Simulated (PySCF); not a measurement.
**One shape, several levels: C7H8 (2,5-norbornadiene)**

We compute a comparison of 6 runs (HF/STO-3G, HF/3-21G, B3LYP/6-31G*, BHLYP/6-31G*, CAM-B3LYP/6-31G*, M06-2X/6-31G*) of C7H8 (2,5-norbornadiene). Input form: a Python script.

The results are computed with PySCF 2.14.0.

1 further run of the same task is left out (set aside as unsound or not needed).

### 1 The system as given

C7H8: 15 atoms, total charge 0, spin state singlet. As SMILES, `C1=CC2C=CC1C2`. The C6–H13 distance was set to 1.633 Å, away from the relaxed value. At this shape a bond of the SMILES string is far longer than usual.

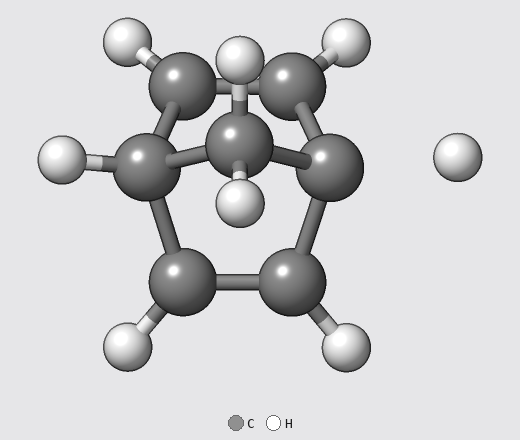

Viewed from a chosen angle; carbon grey, hydrogen white.

### 2 A single-point energy at HF/STO-3G (run 1)

job.py

```python
from pyscf import gto, scf

mol = gto.M(
    atom=[
    ('C', (0.065739, -0.766912, 1.227287)),
    ('C', (1.234289, -1.177882, 0.748567)),
    ('C', (1.448959, -0.464962, -0.589593)),
    ('C', (0.366719, -0.967942, -1.549153)),
    ('C', (-0.801771, -0.556772, -1.070443)),
    ('C', (-0.512561, 0.225068, 0.214107)),
    ('C', (0.810509, 0.895508, -0.224153)),
    ('H', (-0.439811, -1.095542, 2.124947)),
    ('H', (1.902109, -1.919192, 1.165517)),
    ('H', (2.467299, -0.461902, -0.973793)),
    ('H', (0.551019, -1.592272, -2.412643)),
    ('H', (-1.790761, -0.768232, -1.453263)),
    ('H', (-1.713400, 1.189480, 0.755660)),
    ('H', (0.690859, 1.557268, -1.084353)),
    ('H', (1.324579, 1.403818, 0.594107)),
],
    max_memory=1860,
    basis='sto-3g',
    verbose=3,
)

calc0 = scf.RHF(mol)
calc0.conv_tol = 1e-10
calc0.kernel()
if not calc0.converged:
    calc0 = calc0.newton().run(calc0.mo_coeff, calc0.mo_occ)

e_final = calc0.e_tot
print('E(%s) = %.9f' % ('HF', e_final))
```

Run with:

```sh
$ OMP_NUM_THREADS=1 python job.py
```

The log of the run:

```text
converged SCF energy = -266.299739076541
E(HF) = -266.299739077
```

Wall time 0.97 s (1 thread of Intel Xeon at 2.70GHz, shared host); peak memory 0.1 GiB.

### 3 The energy at HF/3-21G (run 2)

calc.py

```python
from pyscf import gto, scf

mol = gto.Mole()
mol.atom = [
    ('C', (0.065739, -0.766912, 1.227287)),
    ('C', (1.234289, -1.177882, 0.748567)),
    ('C', (1.448959, -0.464962, -0.589593)),
    ('C', (0.366719, -0.967942, -1.549153)),
    ('C', (-0.801771, -0.556772, -1.070443)),
    ('C', (-0.512561, 0.225068, 0.214107)),
    ('C', (0.810509, 0.895508, -0.224153)),
    ('H', (-0.439811, -1.095542, 2.124947)),
    ('H', (1.902109, -1.919192, 1.165517)),
    ('H', (2.467299, -0.461902, -0.973793)),
    ('H', (0.551019, -1.592272, -2.412643)),
    ('H', (-1.790761, -0.768232, -1.453263)),
    ('H', (-1.713400, 1.189480, 0.755660)),
    ('H', (0.690859, 1.557268, -1.084353)),
    ('H', (1.324579, 1.403818, 0.594107)),
]
mol.max_memory = 1860
mol.basis = '3-21g'
mol.verbose = 3
mol.build()

hf = scf.RHF(mol)
hf.conv_tol = 1e-10
hf.kernel()
if not hf.converged:
    hf = hf.newton().run(hf.mo_coeff, hf.mo_occ)

e_final = hf.e_tot
print(f'total energy: {e_final:.8f} hartree')
```

Run with:

```sh
$ OMP_NUM_THREADS=1 python calc.py
```

The log of the run:

```text
converged SCF energy = -268.073510940337
total energy: -268.07351094 hartree
```

It took 1.2 s on 1 thread of Intel Xeon at 2.70GHz, shared host; peak memory 0.14 GiB.

Run 3 isn't shown in full; the table further down has it.

### 4 A single-point energy at BHLYP/6-31G(d) (spherical functions) (run 4)

input.xyz

```xyz
15
C7H8
C      0.065739    -0.766912     1.227287
C      1.234289    -1.177882     0.748567
C      1.448959    -0.464962    -0.589593
C      0.366719    -0.967942    -1.549153
C     -0.801771    -0.556772    -1.070443
C     -0.512561     0.225068     0.214107
C      0.810509     0.895508    -0.224153
H     -0.439811    -1.095542     2.124947
H      1.902109    -1.919192     1.165517
H      2.467299    -0.461902    -0.973793
H      0.551019    -1.592272    -2.412643
H     -1.790761    -0.768232    -1.453263
H     -1.713400     1.189480     0.755660
H      0.690859     1.557268    -1.084353
H      1.324579     1.403818     0.594107
```

job.py

```python
from pyscf import gto, dft

molecule = gto.M(
    atom='input.xyz',
    spin=0,
    verbose=3,
    max_memory=1860,
    charge=0,
    basis='6-31g*',
)

mf = dft.RKS(molecule, xc='bhandhlyp')
mf.conv_tol = 1e-10
mf.grids.level = 5
mf.kernel()
if not mf.converged:
    mf = mf.newton().run(mf.mo_coeff, mf.mo_occ)

e_final = mf.e_tot
print('E = %.10f Eh' % e_final)
```

Run with:

```sh
$ OMP_NUM_THREADS=1 python job.py
```

The log of the run:

```text
converged SCF energy = -271.221492344749
E = -271.2214923447 Eh
```

Run time: 46 s. Hardware: 1 thread of Intel Xeon at 2.70GHz, shared host; peak memory 0.63 GiB.

Run 5 isn't shown in full; the table further down has it.

### 5 A single-point energy at M06-2X/6-31G(d) (spherical functions) (run 6)

job.py

```python
from pyscf import gto, dft

system = gto.M(
    atom='''
C        0.065739      -0.766912       1.227287
C        1.234289      -1.177882       0.748567
C        1.448959      -0.464962      -0.589593
C        0.366719      -0.967942      -1.549153
C       -0.801771      -0.556772      -1.070443
C       -0.512561       0.225068       0.214107
C        0.810509       0.895508      -0.224153
H       -0.439811      -1.095542       2.124947
H        1.902109      -1.919192       1.165517
H        2.467299      -0.461902      -0.973793
H        0.551019      -1.592272      -2.412643
H       -1.790761      -0.768232      -1.453263
H       -1.713400       1.189480       0.755660
H        0.690859       1.557268      -1.084353
H        1.324579       1.403818       0.594107
''',
    spin=0,
    verbose=4,
    max_memory=1860,
    basis='6-31g*',
)

calc0 = dft.RKS(system)
calc0.xc = 'm06-2x'
calc0.conv_tol = 1e-10
calc0.grids.level = 5
calc0.kernel()
if not calc0.converged:
    calc0 = calc0.newton().run(calc0.mo_coeff, calc0.mo_occ)

energy = calc0.e_tot
print('E = %.10f Eh' % energy)
```

Run with:

```sh
$ OMP_NUM_THREADS=1 python job.py
```

The log of the run:

```text
PySCF version 2.14.0

[... 86 lines left out ...]
converged SCF energy = -271.274254475006
E = -271.2742544750 Eh
```

Wall time 87 s (1 thread of Intel Xeon at 2.70GHz, shared host); peak memory 0.69 GiB.

### 6 All runs side by side

| run | level | integration grid | energy (Eh) | dipole moment (D) | HOMO energy (eV) | LUMO energy (eV) | wall time |
| --- | --- | --- | --- | --- | --- | --- | --- |
| 1 | HF/STO-3G | – | -266.299739 | 0.39 | -7.46 | 7.70 | 0.97 s |
| 2 | HF/3-21G | – | -268.073511 | 0.82 | -8.85 | 3.97 | 1.2 s |
| 3 | B3LYP/6-31G* (spherical functions) | 5 | -271.398556 | 0.90 | -6.07 | -0.20 | 38 s |
| 4 | BHLYP/6-31G* (spherical functions) | 5 | -271.221492 | 0.90 | -7.27 | 1.15 | 46 s |
| 5 | CAM-B3LYP/6-31G* (spherical functions) | 5 | -271.233256 | 0.84 | -7.63 | 1.23 | 94 s |
| 6 | M06-2X/6-31G* (spherical functions) | 5 | -271.274254 | 0.77 | -7.58 | 0.89 | 87 s |

### 7 Outcome

| quantity | value |
| --- | --- |
| run 6: total energy | -271.27425 Eh |
| run 6: dipole moment | 0.77 D |
| run 6: HOMO energy | -7.58 eV |
| run 6: LUMO energy | 0.89 eV |
| run 6: HOMO–LUMO gap | 8.47 eV |

**Reading.** The dipole moment (its size) runs from 0.39 D (HF/STO-3G) to 0.90 D (BHLYP/6-31G*). The two ends differ in method and basis. The HOMO–LUMO gap runs from 5.87 eV (B3LYP/6-31G*) to 15.16 eV (HF/STO-3G). Totals of different functionals can't be ranked against each other. In run 1 the basis is minimal, so the values are rough. All runs together took 4.5 min, the longest 94 s.
